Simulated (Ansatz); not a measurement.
A series of calculations on Au

**1. A change**

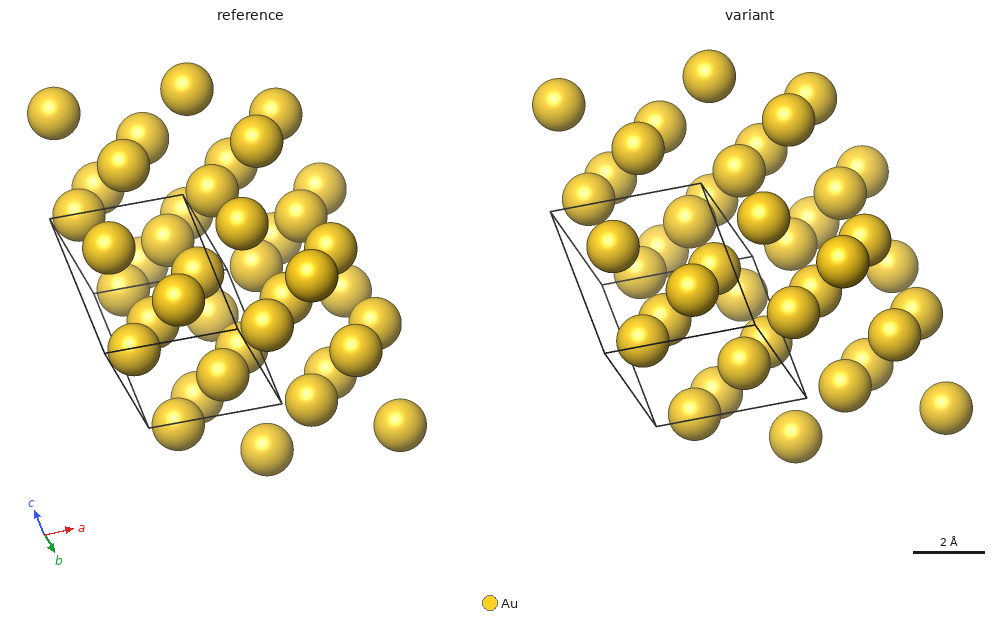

Left: a symmetric starting cell of Au. Right: the same structure after one change, at the same scale. A spheres-only model of the conventional cell (2 times the calculation's cell), repeated 2 × 2 × 2 with one cell outlined, seen from a free direction. Lengths and directions refer to the drawn axes.

The calculation used DFT PBE, scalar-relativistic, plane waves, PAW in Ansatz 0.2.0. (plane-wave cutoff 420 eV; k-point mesh 16 × 16 × 8; occupations gaussian; smearing width 0.1 eV; no spin polarisation)

Which change leads from the left to the right?

Answer. The cell is strained by +15.4 % along [3 1 1], +3.6 % along [0 1 −2], −4.1 % along [1 −3 −1] (volume +14.7 %) and atoms are displaced by 0.16 Å relative to the cell. No relaxation follows. The starting cell wasn't computed here and needn't be at equilibrium, so pressure and forces aren't due to the change alone.

How do the computed properties respond?

Answer. Some distances before and after: Au–Au 2.736 → 3.235 Å, Au–Au 2.818 → 2.799 to 3.133 Å, Au–Au 2.982 → 2.826 Å, Au–Au 3.001 → 2.863 Å. The space group stays P-1 (No. 2). The pressure is −6.4 GPa (not all of it need come from the change, since the unchanged cell can be under pressure at this level too). The principal stresses (compression positive) are −3.0 GPa along [2 −3 0], −7.2 GPa along [1 1 −2], −9.1 GPa along [3 2 2]. The largest forces, 0.58 eV/Å, act on 2 Au atoms of the calculation's cell. The forces mostly point back along the displacements (cosine −0.92).

**2. Distortion**

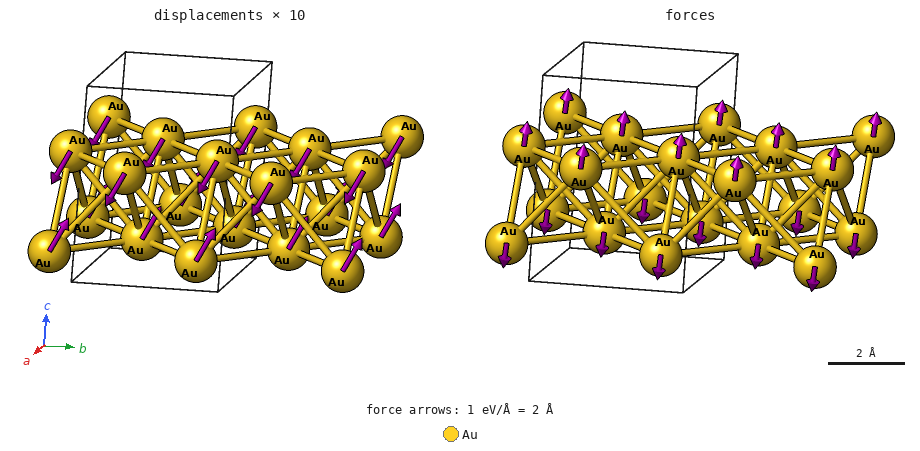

Left: a symmetric starting cell of Au, with purple arrows for the displacements applied to it (without the part that the change of the cell carries along). Right: the displaced structure with the computed forces. Besides, the cell is strained by +7.2 % along [1 −1 1], +4.1 % along [0 3 2], +1.5 % roughly along [3 1 0] (volume +13.3 %). A ball-and-stick model of the conventional cell (2 times the calculation's cell), repeated 2 × 2 × 1 with one cell outlined, seen slightly off an axis. Lengths and directions refer to the drawn axes.

The calculation used DFT PBE, scalar-relativistic, plane waves, PAW (Ansatz). (plane-wave cutoff 420 eV; k-point mesh 16 × 16 × 8; occupations gaussian; smearing width 0.1 eV; no spin polarisation)

> Where do the forces point?

Atoms are displaced by 0.10 Å relative to the cell. No relaxation follows. The starting cell wasn't computed here and needn't be at equilibrium, so pressure and forces aren't due to the change alone. Near-neighbour distances before and after: Au–Au 2.736 → 3.077 Å, Au–Au 2.818 → 2.885 to 2.948 Å, Au–Au 2.982 → 3.111 Å, Au–Au 3.001 → 2.927 Å. The space group stays P-1 (No. 2). The pressure is −8.7 GPa (not all of it need come from the change, since the unchanged cell can be under pressure at this level too). The principal stresses (compression positive) are −7.6 GPa roughly along [3 2 0], −8.5 GPa roughly along [0 1 1], −10.0 GPa along [3 −2 2]. The largest forces, 0.36 eV/Å, act on 2 Au atoms of the calculation's cell. The forces mostly point back along the displacements (cosine −0.91).

**3. Distortion**

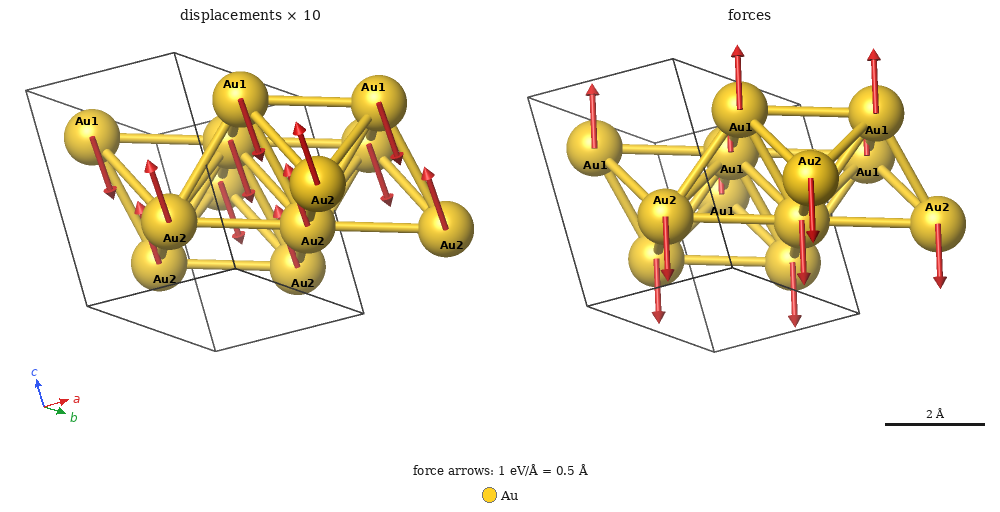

Left: a symmetric starting cell of Au, with red arrows for the displacements applied to it (without the part that the change of the cell carries along). Right: the displaced structure with the computed forces. Besides, the cell is strained by −1.5 % roughly along [2 3 0], −2.0 % roughly along [3 −1 2], −6.1 % along [1 −1 −1] (volume −9.3 %). The picture is a ball-and-stick view of the conventional cell (2 times the calculation's cell), repeated 2 × 1 × 1 with one cell outlined, seen from a free direction. Lengths and directions refer to the drawn axes.

Method: Ansatz 0.2.0, DFT PBE, scalar-relativistic, plane waves, PAW. (plane-wave cutoff 420 eV; k-point mesh 16 × 16 × 8; occupations gaussian; smearing width 0.1 eV; no spin polarisation)

How do the forces relate to the distortion?

Atoms are displaced by 0.15 Å relative to the cell: Au2 0.15 Å along [2 −3 3]. No relaxation follows. The starting cell wasn't computed here and needn't be at equilibrium, so pressure and forces aren't due to the change alone. Some distances before and after: Au–Au 2.982 → 2.643 Å, Au–Au 3.052 → 2.800 Å, Au–Au 2.917 → 2.676 Å, Au–Au 2.736 → 2.881 Å. The space group stays P-1 (No. 2). The pressure is 20.8 GPa (not all of it need come from the change, since the unchanged cell can be under pressure at this level too). The principal stresses (compression positive) are 27.9 GPa along [2 −2 1], 18.8 GPa along [3 2 −1], 15.9 GPa along [1 2 2]. The largest forces, 2.7 eV/Å, act on Au1 and Au2; on Au1 it points roughly along [1 0 2]. The forces mostly point back along the displacements (cosine −0.80).
